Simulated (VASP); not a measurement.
## Two runs on C

System: C (P6₃/mmc, 4 atoms in the cell).
Method of the first run: Kohn-Sham DFT of a periodic cell, optPBE-vdW, VASP PAW PBE potentials, recommended, no spin polarisation (VASP 6.6.1).

The structure derives from an entry of the Crystallography Open Database. 

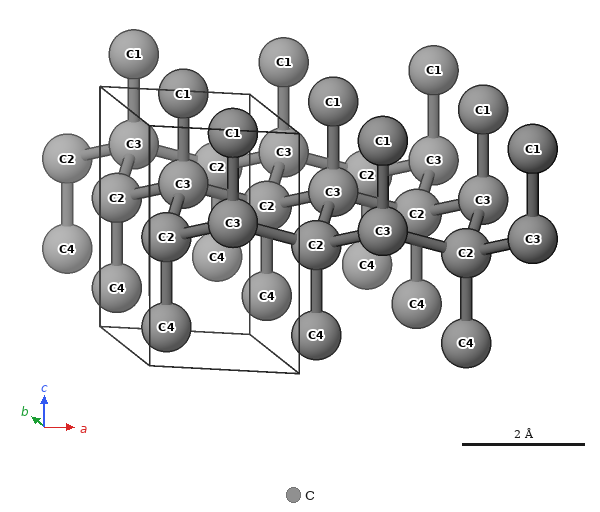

Figure 1. The structure as given in the input (ball-and-stick view of the cell of the calculation, repeated 3 × 3 × 1, seen slightly off an axis; atoms are numbered from 1 in the order of the input). Near neighbours in the crystal (not all of them lie inside the picture): C has 4 C at 1.54 Å.

INCAR, the first run:
```
SYSTEM = C
PREC = Accurate ; ENCUT = 600
EDIFF = 1E-6 ; ISMEAR = -1
SIGMA = 0.05 ; LREAL = .FALSE.
LASPH = .TRUE. ; NELM = 100
ALGO = Fast ; ISIF = 3
LWAVE = .FALSE. ; LCHARG = .FALSE.
GGA = OR ; LUSE_VDW = .TRUE.
AGGAC = 0.0 ; IBRION = 2
NSW = 60 ; EDIFFG = -0.01
```

KPOINTS, the first run:
```
regular mesh
0
G
  12 12 7
  0 0 0
```

POSCAR, the first run:
```
C
1.0
    2.5221000000      0.0000000000      0.0000000000
   -1.2610500000      2.1842026709      0.0000000000
    0.0000000000      0.0000000000      4.1186000000
C
4
Direct
    0.6666666667      0.3333333333      0.9375000000
    0.3333333333      0.6666666667      0.4375000000
    0.6666666667      0.3333333333      0.5625000000
    0.3333333333      0.6666666667      0.0625000000
```

Launched with:
```bash
cat potpaw_PBE.64/C/POTCAR > POTCAR
mpirun -np 1 vasp_std > vasp.out
```

Hardware: 1 thread of AMD EPYC (Zen 5), 64 GiB of memory available, shared host.

OSZICAR and lines of OUTCAR (the first run):
```
N       E                     dE             d eps       ncg     rms          rms(c)
DAV:   1     0.424209798619E+02    0.42421E+02   -0.95236E+03  1824   0.145E+03
DAV:   2    -0.297108546473E+02   -0.72132E+02   -0.66433E+02  2608   0.233E+02
DAV:   3    -0.321768751434E+02   -0.24660E+01   -0.24483E+01  2396   0.410E+01
DAV:   4    -0.321998339071E+02   -0.22959E-01   -0.22939E-01  2228   0.429E+00
DAV:   5    -0.322003264463E+02   -0.49254E-03   -0.49242E-03  2408   0.550E-01    0.792E+00
RMM:   6    -0.312183835458E+02    0.98194E+00   -0.64520E-01  1824   0.666E+00    0.469E+00
RMM:   7    -0.308834247530E+02    0.33496E+00   -0.11190E+00  1824   0.918E+00    0.101E+00
[...]
RMM:   2    -0.309235754854E+02    0.20173E-05   -0.19603E-04  1824   0.133E-01    0.220E-02
RMM:   3    -0.309235675678E+02    0.79176E-05   -0.45252E-05  1824   0.613E-02    0.265E-03
RMM:   4    -0.309235680093E+02   -0.44154E-06   -0.50269E-06  1558   0.214E-02
   5 F= -.30923568E+02 E0= -.30923568E+02  d E =0.571991E-04
       N       E                     dE             d eps       ncg     rms          rms(c)
DAV:   1    -0.309236580544E+02   -0.90487E-04   -0.59132E-03  1952   0.725E-01    0.213E-02
RMM:   2    -0.309236566309E+02    0.14236E-05   -0.77666E-05  1824   0.834E-02    0.137E-02
RMM:   3    -0.309236526136E+02    0.40173E-05   -0.17643E-05  1820   0.382E-02    0.164E-03
RMM:   4    -0.309236527788E+02   -0.16522E-06   -0.19095E-06  1246   0.132E-02
   6 F= -.30923653E+02 E0= -.30923653E+02  d E =-.275704E-04
[... from OUTCAR:]
  free energy    TOTEN  =       -30.92365278 eV
  energy without entropy =      -30.92365278  energy(sigma->0) =      -30.92365278
 E-fermi :  10.6412     XC(G=0): -13.0523     alpha+bet :-17.3867
  free  energy   TOTEN  =       -30.9236527788 eV
  energy  without entropy=      -30.9236527788  energy(sigma->0) =      -30.92365278
```

For the second run the input was changed thus:
```diff
-GGA = OR ; LUSE_VDW = .TRUE.
-AGGAC = 0.0 ; IBRION = 2
-NSW = 60 ; EDIFFG = -0.01
+GGA = PS ; IVDW = 12
+IBRION = 2 ; NSW = 60
+EDIFFG = -0.01
```

What does this change do to the results?

The total energies belong to different models, so their difference says nothing on which is more stable or more accurate. The gap on the mesh goes from 3.58 to 3.01 eV. The volume per atom goes from 5.76 to 5.58 Å³. The number of SCF iterations is the same.

OSZICAR and lines of OUTCAR (the second run):
```
N       E                     dE             d eps       ncg     rms          rms(c)
DAV:   1     0.342386911743E+02    0.34239E+02   -0.94812E+03  1824   0.145E+03
DAV:   2    -0.372711811345E+02   -0.71510E+02   -0.65853E+02  2612   0.231E+02
DAV:   3    -0.397030579091E+02   -0.24319E+01   -0.24151E+01  2400   0.404E+01
DAV:   4    -0.397237601658E+02   -0.20702E-01   -0.20685E-01  2224   0.412E+00
DAV:   5    -0.397241391707E+02   -0.37900E-03   -0.37889E-03  2404   0.498E-01    0.785E+00
RMM:   6    -0.387302998516E+02    0.99384E+00   -0.60275E-01  1824   0.621E+00    0.462E+00
RMM:   7    -0.383836165217E+02    0.34668E+00   -0.97294E-01  1824   0.826E+00    0.907E-01
[...]
RMM:   2    -0.384113501326E+02   -0.18296E-04   -0.36535E-04  1824   0.182E-01    0.222E-02
RMM:   3    -0.384113448522E+02    0.52804E-05   -0.60071E-05  1825   0.739E-02    0.406E-03
RMM:   4    -0.384113455131E+02   -0.66086E-06   -0.75927E-06  1670   0.247E-02
   5 F= -.38938233E+02 E0= -.38938233E+02  d E =0.206102E-03
       N       E                     dE             d eps       ncg     rms          rms(c)
DAV:   1    -0.384117254369E+02   -0.38058E-03   -0.16829E-02  1932   0.123E+00    0.249E-02
RMM:   2    -0.384117341131E+02   -0.86761E-05   -0.17222E-04  1825   0.125E-01    0.153E-02
RMM:   3    -0.384117314792E+02    0.26338E-05   -0.28023E-05  1822   0.506E-02    0.279E-03
RMM:   4    -0.384117317376E+02   -0.25835E-06   -0.34792E-06  1380   0.168E-02
   6 F= -.38938491E+02 E0= -.38938491E+02  d E =-.526845E-04
[... from OUTCAR:]
  energy without entropy =      -38.41173174  energy(sigma->0) =      -38.41173174
 E-fermi :  11.1704     XC(G=0): -13.5054     alpha+bet :-17.9541
  external pressure =        0.70 kB  Pullay stress =        0.00 kB
  free  energy   TOTEN  =       -38.9384914492 eV
  energy  without entropy=      -38.9384914492  energy(sigma->0) =      -38.93849145
```

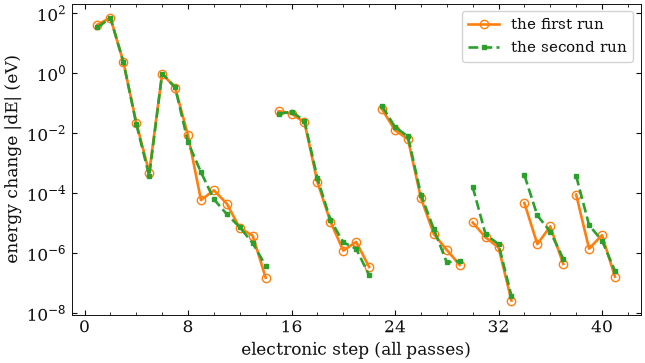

Figure 2. Convergence of the two runs: energy change |dE| against the electronic step. A break in a curve parts two SCF passes. The first run takes 41 steps in all, and the second run takes 41.

The two runs side by side:

```tsv
quantity	the first run	the second run
outcome	converged	converged
free energy per atom (eV)	−7.7309	−9.7346
gap on the mesh (eV)	3.58	3.01
pressure (GPa)	0.00	0.07
volume per atom (Å³)	5.76	5.58
largest force (eV/Å)	0.003	0.000
SCF iterations	41	41
irreducible k-points	76	76
```
